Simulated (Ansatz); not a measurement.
## Run report: Cu, single-point calculation

- system: Cu (R-3m, 1 atom in the cell)
- method: DFT r2SCAN, scalar-relativistic, plane waves, PAW, no spin polarisation (Ansatz 0.2.0)

The structure derives from an entry of the Crystallography Open Database. It belongs to a series of runs on one base structure; here: ratio of the length along [111] to the lengths across it x 0.6, volume and fractional coordinates fixed. Figures and captions count atoms from 1; the log counts them from 0 in places.

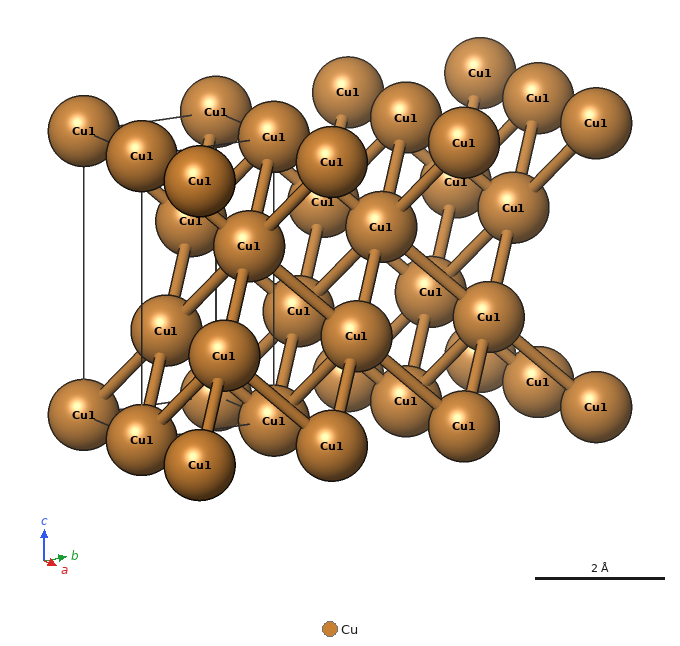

Figure 1. The structure (ball-and-stick view of the cell 3 times as large as that of the calculation, set on its symmetry axes, repeated 2 × 3 × 1, seen slightly off an axis; atoms are numbered from 1 in the order of the input). An atom can appear more than once, as a periodic image. Near neighbours in the periodic cell (some may lie outside the picture): Cu has 6 Cu at 2.29 Å.

Results in brief

```csv
quantity,value
outcome,converged
space group (tolerance 0.01 Å),R-3m (166)
electrons treated,19
free energy,−6630.7352 eV
Fermi energy,16.469 eV
gap on the k-point mesh,none (metallic)
pressure,15.50 GPa
largest force (length of the vector),under 0.001 eV/Å
hardware,"1 thread of Intel Xeon @ 2.50GHz (Skylake/Cascade Lake), 189 GiB of memory available, shared host"
wall time,80 s
peak memory,0.56 GiB
```

The cell is under a pressure of 15.5 GPa at this level, so it is not at its equilibrium volume.

The input
```yaml
crystal:
  lattice:
    - [-0.5714741909, 1.571554025, 1.571554025]
    - [1.571554025, -0.5714741909, 1.571554025]
    - [1.571554025, 1.571554025, -0.5714741909]
  atoms:
    - { symbol: Cu, position: [0.0, 0.0, 0.0] }
basis:
  ecutwfc: 500
kpoints:
  mp_grid: { grid: [24, 24, 24] }
hamiltonian:
  xc: r2scan
scf:
  occupations: { method: gaussian, width: 0.15 }
output:
  forces: true
  stress: true
  eigenvalues: true
  write_density: true
  write_potential: true
  elf: true
  volumetric_format: npy
```

Run as:
```bash
ansatz run input.yaml --threads 1 --pin off --max-ram 2560MiB --backend cpu --events-out ev --progress --plain --runs-dir out
```

Log
```
Engine: ansatz 0.2.0, x86_64-unknown-linux-gnu
Pseudopotentials: kind: paw
Pseudopotential: Cu, paw, valence charge 19, recommended cutoff 500 eV (meta_gga), Cu.paw.azcp
Functional definition: r2SCAN
  parameter k0 = 0.174
  parameter k1 = 0.065
  parameter a1 = 4.9479
  exchange = r2scan_x(k0 = k0, k1 = k1, a1 = a1)
  correlation = r2scan_c
Crystal: 1 atoms, lattice volume = 11.810 Å³
Basis set: ecut = 500 eV, 293 PW (Γ), exchange–correlation on 72×72×72 points (64 copies of the dense FFT grid, shifted against one another)
Bands: 14, of which v1, the nominal top of the filled ones, is band 10 counted from 1 (9 counted from 0)
Symmetry: 12 space group operations
Space group: R-3m (ITA 166), of the structure as read, at distance tolerance 2.3e-5 Å
k-points: 1313 of 13824
Non-local potential: Cu, projectors of the file, l = 0: 3, l = 1: 2, l = 2: 3, l = 3: 1
PAW form: soft (Blöchl's): semilocal exchange-correlation on the pseudo side does not see the compensation charge
PAW frozen core: Cu, regenerated for the run's functional (the file was generated under x = pbe(κ = 0.804, μ = 0.2195149727645171), c = pbe(β = 0.06672455060314922))
PAW one-centre angular grid: Cu, 590 points (default); XC on 160 Gauss nodes
Initial density: superposition of atomic densities (neutral atoms: chi_scale 0, normalization atom), corrected by the library's trained network
Initial wavefunctions: pseudopotential atomic-orbital guess
Functional: x = r2scan, c = r2scan; τ floored in thin density (d = 2e-4 eV/Å³)
SCF iter   1: F=—  HF=-6630.755049 eV  |F-HF|=—  |Δ(HF+E_count)|=         —  Δρ=4.32e-2  dr2=1.22e-1  dr2_τ=1.14e-3  ethr=1.77e-3  ⟨swp⟩=5.0  Hψ=92155  notcnv=0
preconditioner: auto → none  [metal: Δε(μ)=0.010 eV  Ē_g=18.471 eV  σ=0.150 eV  W_gap=0.04  n_scr=6 (ndim 8)  ℏωp=35.8 eV  f_vac=0.000  D(μ)=0.23/eV (n_scr^D=0)  sad-step TF]
SCF iter   2: F=—  HF=-6630.742902 eV  |F-HF|=—  |Δ(HF+E_count)|=   1.21e-2  Δρ=9.94e-3  dr2=3.40e-3  dr2_τ=1.45e-3  ethr=6.43e-4  ⟨swp⟩=2.1  Hψ=40312  notcnv=0  defer=538
SCF iter   3: F=—  HF=-6630.736305 eV  |F-HF|=—  |Δ(HF+E_count)|=   6.60e-3  Δρ=6.78e-3  dr2=3.94e-3  dr2_τ=2.50e-5  ethr=1.79e-5  ⟨swp⟩=2.0  Hψ=35075  notcnv=0  defer=538
SCF iter   4: F=—  HF=-6630.735172 eV  |F-HF|=—  |Δ(HF+E_count)|=   1.13e-3  Δρ=1.07e-3  dr2=3.89e-5  dr2_τ=2.54e-6  ethr=1.79e-5  ⟨swp⟩=2.1  Hψ=24648  notcnv=0  defer=538
SCF iter   5: F=—  HF=-6630.735226 eV  |F-HF|=—  |Δ(HF+E_count)|=   5.37e-5  Δρ=2.57e-4  dr2=2.15e-6  dr2_τ=3.17e-8  ethr=2.05e-7  ⟨swp⟩=2.0  Hψ=30976  notcnv=0  defer=538
SCF iter   6: F=—  HF=-6630.735233 eV  |F-HF|=—  |Δ(HF+E_count)|=   7.39e-6  Δρ=4.91e-5  dr2=1.78e-7  dr2_τ=3.82e-9  ethr=1.13e-8  ⟨swp⟩=2.0  Hψ=30353  notcnv=0  defer=538
SCF iter   7: F=-6630.735233 eV  HF=-6630.735233 eV  |F-HF|=1.83e-8  |Δ(HF+E_count)|=   3.36e-7  Δρ=1.64e-5  dr2=2.54e-8  dr2_τ=1.19e-10  ethr=5.26e-10  ⟨swp⟩=9.5  Hψ=119335  notcnv=0
SCF 1 converged in 7 iterations: F = -6630.735233 eV  dr2 = 2.54e-8
  greatest PAW one-centre occupation: 1.000 electrons in one spin orbital (limit 2), on the Cu atom at site 0 (counted from 0), in its partial waves of l = 0
SCF converged after 7 iterations
Free energy (F): -6630.735233 eV
Harris-Foulkes:  -6630.735233 eV  (|F-HF|=1.83e-8)
Internal energy: -6630.732476 eV  (E = F + TS)
E sigma→0 (E₀):  -6630.733855 eV
Entropy (-TS):   -0.002757 eV (-2.757 meV/atom)
Fermi energy:    16.469262 eV
--- Per-component energies (eV) ---
  E_band       = -387.586553
  E_kinetic    = 301.355362
  E_local      = -4162.294135  (includes V_loc(G=0)·N_el)
  E_nonlocal   = 397.606473
  E_hartree    = 1843.042816
  E_xc         = -83.909192
  E_vxc        = -124.871837  (∫ρ·V_xc dr)
  E_paw        = -1679.960257  (= ΣΔE_a)
  E_vpaw       = -494.488004  (= ΣTr[D̂ρ^β])
  E_aug_tail   = 0.000139  (compensation charges beyond the density's cutoff)
  E_vtau       = 9.032842  (kinetic-family band-sum trace: ∫τ·v_τ [+ j·A + Jᵃ·Aᵃ] dr)
  E_ewald      = -3246.272573
  E_core_change = -0.301108  (= ΣΔE_core)
  E_smearing   = -0.002757  (= −TS)
  E_closure    = -0.000000  (closes the sum)
  Σ components = -6630.735233   (vs F -6630.735233, Δ=0.00e0)
--- Forces (eV/Å), atoms counted from 1 ---
  atom   1  Cu     0.00000000    -0.00000000    -0.00000000
  max |Σ_I F_I| component: 9.86e-32 eV/Å
--- Stress (GPa, compression-positive) ---
       15.501038       5.842204       5.842204
        5.842204      15.501038       5.842204
        5.842204       5.842204      15.501038
  P = ⅓ Tr σ = 15.5010 GPa (155.010 kbar)
--- Band table (eV; the first three rows and the last of 1313) ---
  k-point 0: bands = ["-99.9329", "-55.6640", "-55.6547", "-55.6547", "6.9649", "11.9334", "11.9334", "14.8547", "14.8547", "14.8934", "36.6433", "37.1877", "37.1877", "40.6735"]
  k-point 1: bands = ["-99.9326", "-55.6655", "-55.6563", "-55.6544", "7.0211", "11.9395", "11.9538", "14.8381", "14.8491", "14.8850", "36.0002", "36.9411", "37.2427", "40.7123"]
  k-point 2: bands = ["-99.9315", "-55.6731", "-55.6579", "-55.6537", "7.1887", "11.9575", "12.0141", "14.7898", "14.8167", "14.8766", "34.2485", "37.0688", "37.4041", "40.8312"]
  k-point 1312: bands = ["-99.8718", "-55.8702", "-55.7814", "-55.7814", "11.6814", "12.4403", "12.4403", "15.6759", "15.6759", "23.7512", "30.0021", "30.3988", "30.3988", "32.2836"]
```

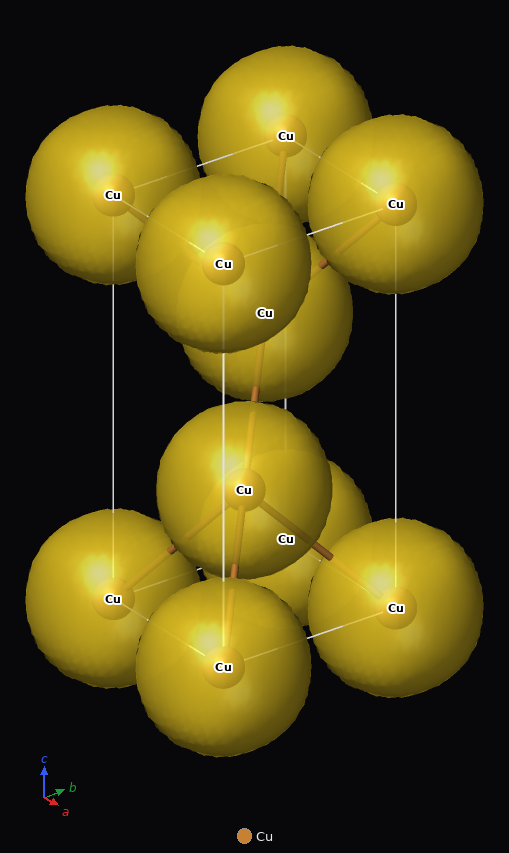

Figure 2. Isosurface of the valence pseudo-density at 0.5 e/Å³ (yellow), seen slightly off an axis. Sticks mark near contacts. The outline is the cell set on symmetry axes. At this value the density breaks into separate islands; it holds about 90 % of the electrons treated as valence (semicore included). It is pinched off along the Cu–Cu (2.29 Å) contacts. On the grid the lowest density along these lines, outside the cores, is 0.37 e/Å³ (Cu–Cu, 2.29 Å). In a PAW calculation such maps are meaningful between the atoms, not at the nuclei.

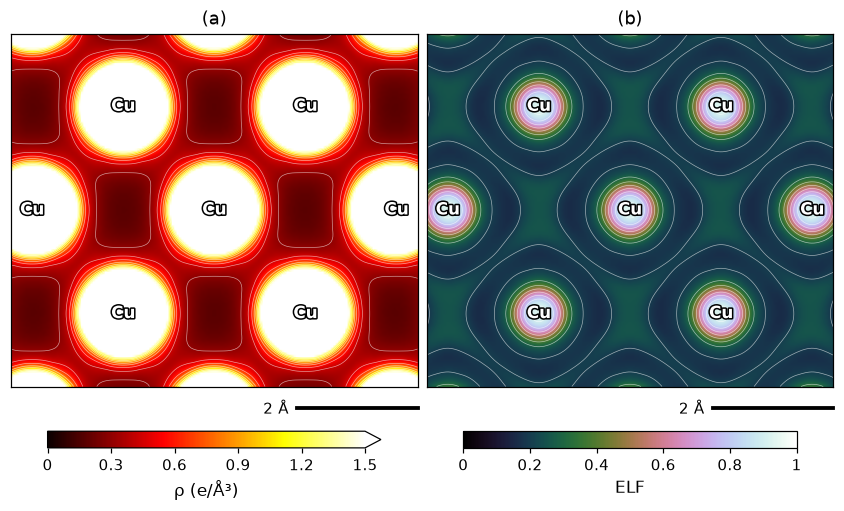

Figure 3. (a) valence electron density; (b) electron localisation function on the (011̄) plane of the conventional cell. Atoms in the plane: Cu. Cu–Cu (2.29 Å): ρ at the midpoint is about 0.37 e/Å³; the ELF is about 0.20 at the midpoint (no localised pair between them). Away from the nuclei the density in this plane falls to 0.18 e/Å³ at its lowest. The strong features right at Cu lie inside the PAW spheres (semicore, d or f shells) and say nothing about bonding.
